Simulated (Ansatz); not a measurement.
## Geometry relaxation, with input and output: ZrN (part 2 of 2)

The same run, continued: ZrN (Fm-3m, 2 atoms in the cell); DFT PBE, scalar-relativistic, plane waves, PAW, no spin polarisation (Ansatz 0.2.0); cutoff 420 eV, 16×16×16 k-mesh, Gaussian smearing of 0.1 eV. The structure derives from an entry of the Crystallography Open Database.

**What the program printed, continued**
```
relax step   6: F+E_penalty+E_count = -4571.31300046 eV  Δ(F+E_penalty+E_count) = +1.246e-5 eV  max|allowed force component| = 5.752e-30 eV/Å  Δτ_max = 0.0000 Å  P = +0.001 GPa  Ω = 24.249 Å³  energy of the carried Pulay correction = -1.366e-5 eV  (7 SCF iters, accepted)
iter 1 solved again at ethr=3.02e-8 eV; its pass at ethr=3.10e-3 eV (dr2=5.13e-6 eV) is discarded
SCF iter   1: F=—  HF=-4571.313003 eV  |F-HF|=—  |Δ(HF+E_count)|=         —  Δρ=4.67e-7  dr2=1.75e-11  ethr=3.02e-8  ⟨swp⟩=3.2  Hψ=14973  notcnv=0
eigensolver tolerance schedule: the retry pair's looser diagonalisation over-reported the residual by 293316.32 of it (diagonalisation noise at an unbounded share of the residual, at the tolerance the schedule requests for it); recorded, not acted on — ethr = c·dr2/N_el stays at c = 1.0e-1
SCF iter   2: F=—  HF=-4571.313000 eV  |F-HF|=—  |Δ(HF+E_count)|=   2.07e-6  Δρ=2.65e-7  dr2=7.05e-12  ethr=1.00e-12  ⟨swp⟩=2.9  Hψ=4016  notcnv=0
iter 3 did not close the SCF: its close was put off for the readings that it lacked (scf_convergence_deferred on its scf_iter line)
SCF iter   3: F=-4571.313000 eV  HF=-4571.313000 eV  |F-HF|=0.00e0  |Δ(HF+E_count)|=  3.64e-12  Δρ=1.64e-7  dr2=2.37e-12  ethr=1.00e-12  ⟨swp⟩=1.0  Hψ=1885  notcnv=0
iter 4 did not close the SCF: its close was put off for the readings that it lacked (scf_convergence_deferred on its scf_iter line)
SCF iter   4: F=-4571.313000 eV  HF=-4571.313000 eV  |F-HF|=0.00e0  |Δ(HF+E_count)|=  1.82e-12  Δρ=9.96e-8  dr2=7.98e-13  ethr=1.00e-12  ⟨swp⟩=1.0  Hψ=1885  notcnv=0
iter 5 did not close the SCF: its close was put off for the readings that it lacked (scf_convergence_deferred on its scf_iter line)
SCF iter   5: F=-4571.313000 eV  HF=-4571.313000 eV  |F-HF|=9.09e-13  |Δ(HF+E_count)|=    0.00e0  Δρ=7.70e-8  dr2=4.75e-13  ethr=1.00e-12  ⟨swp⟩=1.0  Hψ=1885  notcnv=0
iter 6 did not close the SCF: its close was put off for the readings that it lacked (scf_convergence_deferred on its scf_iter line)
SCF iter   6: F=-4571.313000 eV  HF=-4571.313000 eV  |F-HF|=0.00e0  |Δ(HF+E_count)|=    0.00e0  Δρ=5.48e-8  dr2=2.40e-13  ethr=1.00e-12  ⟨swp⟩=1.0  Hψ=1885  notcnv=0
SCF iter   7: F=-4571.313000 eV  HF=-4571.313000 eV  |F-HF|=2.73e-12  |Δ(HF+E_count)|=  2.73e-12  Δρ=4.34e-8  dr2=1.52e-13  ethr=1.00e-12  ⟨swp⟩=2.0  Hψ=5592  notcnv=0
SCF 7 converged in 7 iterations: F = -4571.313000 eV  dr2 = 1.52e-13
relax step   7: F+E_penalty+E_count = -4571.31300046 eV  Δ(F+E_penalty+E_count) = -9.095e-13 eV  max|allowed force component| = 7.494e-30 eV/Å  Δτ_max = 0.0000 Å  P = +0.001 GPa  Ω = 24.249 Å³  stress off target by 8.94e-4 GPa  SCF on the basis re-selected at this cell (its energy is not comparable with the rows above)  (7 SCF iters)
```

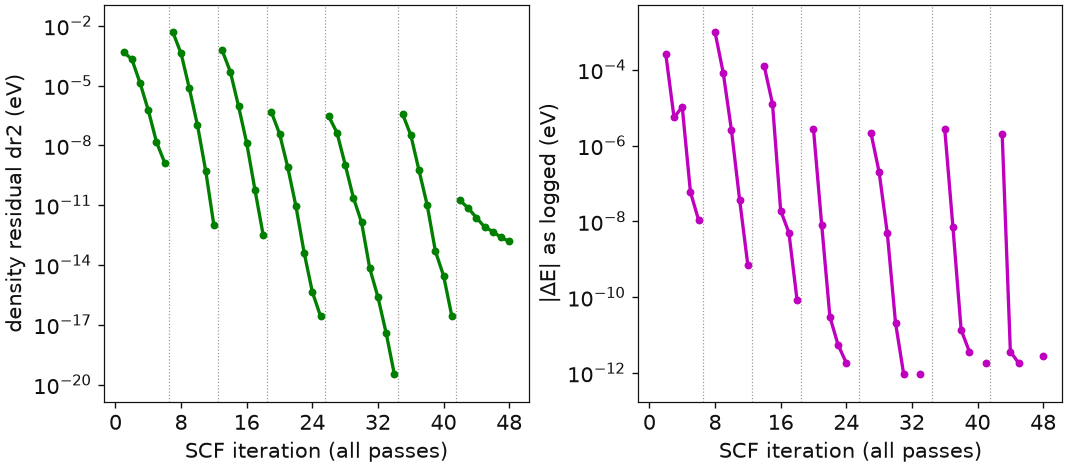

**Figure 1.** Convergence of the self-consistent field: density residual dr2 and size of the energy change against the SCF iteration. The dotted lines part the SCF passes of the relaxation: geometry steps, rejected trials and re-solves on a re-selected basis. The 7 passes take 6 to 9 iterations each, 48 in all.

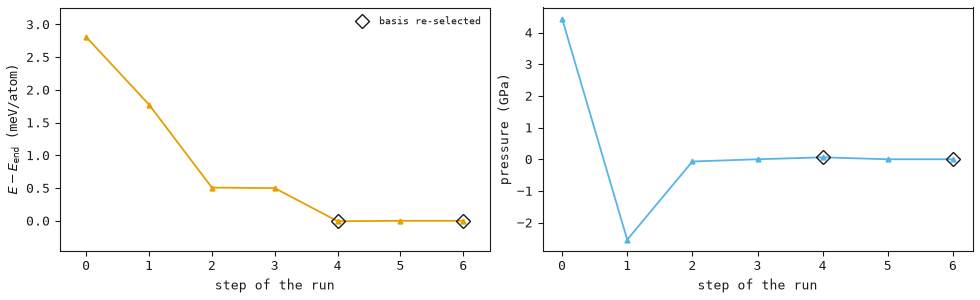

**Figure 2.** Progress of the relaxation, step by step (the first geometry is step 0 here and step 1 in the log).

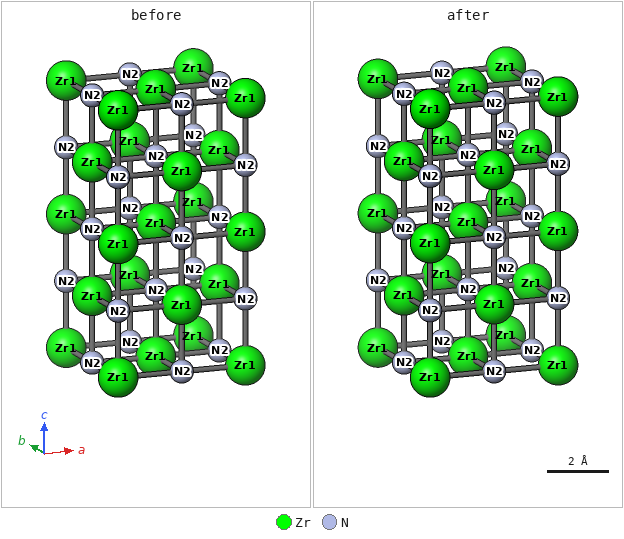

**Figure 3.** Before (left) and after (right) the relaxation, at one scale (ball-and-stick view of the cell 4 times as large as that of the calculation, set on its symmetry axes, repeated 1 × 1 × 2, seen at an oblique angle). No atom moves by more than 0.005 Å relative to the cell. The volume changes by +1.7 %, with a = b = c 4.568 → 4.595 Å (+0.6 %). Distances before and after: Zr1–N2 2.284 → 2.297 Å. The space group stays Fm-3m (No. 225). After 4 geometry steps the energy has fallen by 2.8 meV per atom. All forces vanish by symmetry, so only the cell relaxes. The pressure goes from 4.44 to 0.00 GPa. 1 further SCF at an unchanged geometry re-selected the plane-wave basis for the new cell. The energy change given includes the shifts at the re-selections in mid-walk, which come without any move. A last SCF at the same geometry on a re-selected plane-wave basis shifts the energy by next to nothing (0.0 meV per atom). (Atoms are counted from 1 in the order of the input.)

```
basis re-selected at this cell: Δ(F+E_penalty+E_count) = -9.095e-13 eV, ΔP = +0.000 GPa vs the last step (what re-selecting the basis moved, of the pressure what is left beyond the Pulay correction that the steps carried, after the strain that the cell walked since its last selection, with what the two solves' SCF thresholds leave and, on support functions, any second-order correction that the steps lacked; it is no measure of the basis error at this ecutwfc). This SCF's stress stands 8.94e-4 GPa from its target on what of the cell is left free (relax.cell.stress_tol is 5.00e-2 GPa) and its largest allowed force component is 7.49e-30 eV/Å (relax.f_tol is 5.00e-3 eV/Å): within both
SCF converged after 7 iterations
Free energy (F): -4571.313000 eV
Harris-Foulkes:  -4571.313000 eV  (|F-HF|=2.73e-12)
Internal energy: -4571.309226 eV  (E = F + TS)
E sigma→0 (E₀):  -4571.311113 eV
Entropy (-TS):   -0.003774 eV (-1.887 meV/atom)
Fermi energy:    17.562433 eV
--- Per-component energies (eV) ---
  E_band       = -27.960110
  E_kinetic    = 467.154401
  E_local      = -626.506170  (includes V_loc(G=0)·N_el)
  E_nonlocal   = 123.139420
  E_hartree    = 188.564665
  E_xc         = -224.169105
  E_vxc        = -270.613766  (∫ρ·V_xc dr)
  E_paw        = -3080.401578  (= ΣΔE_a)
  E_vpaw       = -98.263449  (= ΣTr[D̂ρ^β])
  E_aug_tail   = 0.000118  (compensation charges beyond the density's cutoff)
  E_ewald      = -1419.090977
  E_smearing   = -0.003774  (= −TS)
  E_closure    = -0.000000  (closes the sum)
  Σ components = -4571.313000   (vs F -4571.313000, Δ=0.00e0)
--- Forces (eV/Å), atoms counted from 1 ---
  atom   1  Zr    -0.00000000     0.00000000     0.00000000
  atom   2  N      0.00000000    -0.00000000     0.00000000
  max |Σ_I F_I| component: 7.10e-30 eV/Å
--- Stress (GPa, compression-positive) ---
        0.000894       0.000000      -0.000000
       -0.000000       0.000894      -0.000000
       -0.000000      -0.000000       0.000894
  P = ⅓ Tr σ = 0.0009 GPa (0.009 kbar)
--- Band table (eV; the first three rows and the last of 145) ---
  k-point 0: bands = ["-32.0421", "-9.6706", "-9.6706", "-9.6706", "1.3096", "14.9162", "14.9162", "14.9162", "17.1657", "17.1657", "17.1657", "19.1315", "19.1315"]
  k-point 1: bands = ["-32.0369", "-9.7189", "-9.6741", "-9.6741", "1.3884", "14.5691", "14.6812", "14.6812", "17.2865", "17.2865", "17.2883", "19.4238", "19.4238"]
  k-point 2: bands = ["-32.0222", "-9.8537", "-9.6842", "-9.6842", "1.6129", "13.7840", "14.1506", "14.1506", "17.5218", "17.5978", "17.5978", "20.1710", "20.1710"]
  k-point 144: bands = ["-31.8598", "-10.3027", "-10.3027", "-10.0806", "2.4346", "12.1550", "12.8264", "12.8264", "18.5754", "18.5754", "22.0569", "22.1220", "23.4266"]
--- Relaxed structure (5 steps of the walk, 5 accepted, 2 SCFs on fresh bases) ---
  F+E_penalty+E_count = -4571.31300046 eV   max|allowed force component| = 7.494e-30 eV/Å   (the final SCF, on the basis selected at the relaxed cell)
  cell:  # Å, volume = 24.2492 Å³
    - [1.416752270709016e-33, 2.297325879328797, 2.297325879328797]
    - [2.297325879328797, -1.7555148957085585e-34, 2.297325879328797]
    - [2.297325879328797, 2.297325879328797, -8.916901057567279e-35]
  atoms:
    - { symbol: Zr, position: [-8.712465947825086e-34, 6.18304035006927e-34, 5.058851195511091e-34] }
    - { symbol: N, position: [0.5, 0.5, 0.5] }
```

**Trajectory as extended XYZ (Å, eV, eV/Å), 7 frames, from step=1 to step=7**
```
2
Lattice="0.0000 2.2842 2.2842 2.2842 0.0000 2.2842 2.2842 2.2842 0.0000" Properties=species:S:1:pos:R:3:forces:R:3 step=1 energy=-4571.30738 pressure_GPa=4.44
Zr    0.0000    0.0000    0.0000    0.0000   0.0000   0.0000
N     2.2842    2.2842    2.2842    0.0000   0.0000   0.0000
2
Lattice="0.0000 2.3050 2.3050 2.3050 0.0000 2.3050 2.3050 2.3050 0.0000" Properties=species:S:1:pos:R:3:forces:R:3 step=2 energy=-4571.30945 pressure_GPa=-2.54
Zr    0.0000    0.0000    0.0000    0.0000   0.0000   0.0000
N     2.3050    2.3050    2.3050    0.0000   0.0000   0.0000
2
Lattice="0.0000 2.2973 2.2973 2.2973 0.0000 2.2973 2.2973 2.2973 0.0000" Properties=species:S:1:pos:R:3:forces:R:3 step=3 energy=-4571.31199 pressure_GPa=-0.07
Zr    0.0000    0.0000    0.0000    0.0000   0.0000   0.0000
N     2.2973    2.2973    2.2973    0.0000   0.0000   0.0000
2
Lattice="0.0000 2.2971 2.2971 2.2971 0.0000 2.2971 2.2971 2.2971 0.0000" Properties=species:S:1:pos:R:3:forces:R:3 step=4 energy=-4571.31200 pressure_GPa=0.00
Zr    0.0000    0.0000    0.0000    0.0000   0.0000   0.0000
N     2.2971    2.2971    2.2971    0.0000   0.0000   0.0000
2
Lattice="0.0000 2.2971 2.2971 2.2971 0.0000 2.2971 2.2971 2.2971 0.0000" Properties=species:S:1:pos:R:3:forces:R:3 step=5 energy=-4571.31301 pressure_GPa=0.06
Zr    0.0000    0.0000    0.0000    0.0000   0.0000   0.0000
N     2.2971    2.2971    2.2971    0.0000   0.0000   0.0000
2
Lattice="0.0000 2.2973 2.2973 2.2973 0.0000 2.2973 2.2973 2.2973 0.0000" Properties=species:S:1:pos:R:3:forces:R:3 step=6 energy=-4571.31300 pressure_GPa=0.00
Zr    0.0000    0.0000    0.0000    0.0000   0.0000   0.0000
N     2.2973    2.2973    2.2973    0.0000   0.0000   0.0000
2
Lattice="0.0000 2.2973 2.2973 2.2973 0.0000 2.2973 2.2973 2.2973 0.0000" Properties=species:S:1:pos:R:3:forces:R:3 step=7 energy=-4571.31300 pressure_GPa=0.00
Zr    0.0000    0.0000    0.0000    0.0000   0.0000   0.0000
N     2.2973    2.2973    2.2973    0.0000   0.0000   0.0000
```

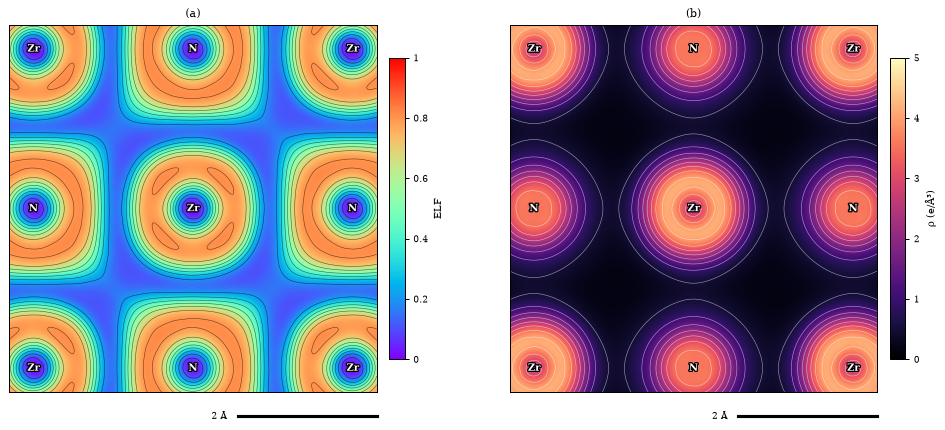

**Figure 4.** (a) ELF; (b) valence pseudo-density on the (001) plane of the conventional cell. The plane passes through Zr and N nuclei. Zr–N (2.30 Å): the density is about 0.45 e/Å³ at the midpoint; the ELF peaks at about 0.80 in the valence shell of N, 0.7 Å from its nucleus, and drops to about 0.15 between the two atoms; no shared pair; the contact is polar. Away from the nuclei the density in this plane falls to 0.17 e/Å³ at its lowest. The strong features right at Zr lie inside the PAW spheres (semicore, d or f shells) and say nothing about bonding. In a PAW calculation such maps are meaningful between the atoms, not at the nuclei.

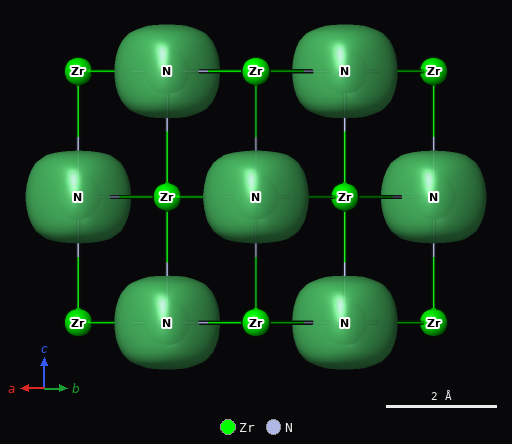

**Figure 5.** Isosurface of the electron localisation function at 0.65 (green), seen along [110]. Only the valence region is drawn (cores and ρ < 0.01 e/Å³ removed). Sticks mark near contacts. The outline is the cell set on symmetry axes. Values along the shortest contacts: Zr–N (2.30 Å): the ELF peaks at about 0.80 in the valence shell of N, 0.7 Å from its nucleus, and drops to about 0.15 between the two atoms (a polar contact without a shared pair, in a metal).

This output came from the following input.

**The input**
```yaml
crystal:
  lattice:
    - [0.0, 2.28423, 2.28423]
    - [2.28423, 0.0, 2.28423]
    - [2.28423, 2.28423, 0.0]
  atoms:
    - { symbol: Zr, position: [0.0, 0.0, 0.0] }
    - { symbol: "N", position: [0.5, 0.5, 0.5] }
basis:
  ecutwfc: 420
kpoints:
  mp_grid: { grid: [16, 16, 16] }
hamiltonian:
  xc: pbe
scf:
  occupations: { method: gaussian, width: 0.1 }
output:
  forces: true
  stress: true
  eigenvalues: true
  write_density: true
  write_potential: true
  elf: true
  volumetric_format: npy
relax:
  adjacent_minimum: "off"
  f_tol: 0.005
  max_steps: 80
  cell: { stress_tol: 0.05 }
```

Launched with:
```bash
ansatz run input.yaml --threads 1 --pin off --max-ram 3072MiB --backend cpu --events-out ev --progress --plain --runs-dir out
```

**Results in brief**

| quantity | value |
| --- | --- |
| outcome | converged |
| space group (tolerance 0.01 Å) | Fm-3m (225) |
| electrons treated | 17 |
| free energy | −4571.3130 eV |
| Fermi energy | 17.562 eV |
| gap on the k-point mesh | none (metallic) |
| pressure | 0.00 GPa |
| final volume | 24.25 Å³ |
| largest force (length of the vector) at the end | under 0.001 eV/Å |
| final cell | a = 3.249 Å, b = 3.249 Å, c = 3.249 Å, α = 60.00°, β = 60.00°, γ = 60.00° |
| hardware | 1 thread of Intel Xeon @ 2.50GHz (Skylake/Cascade Lake), 189 GiB of memory available, shared host |
| wall time | 65 s |
| peak memory | 0.37 GiB |

**Remarks**

The cell holds an odd number of electrons but the run has no spin polarisation, so it comes out as a metal.
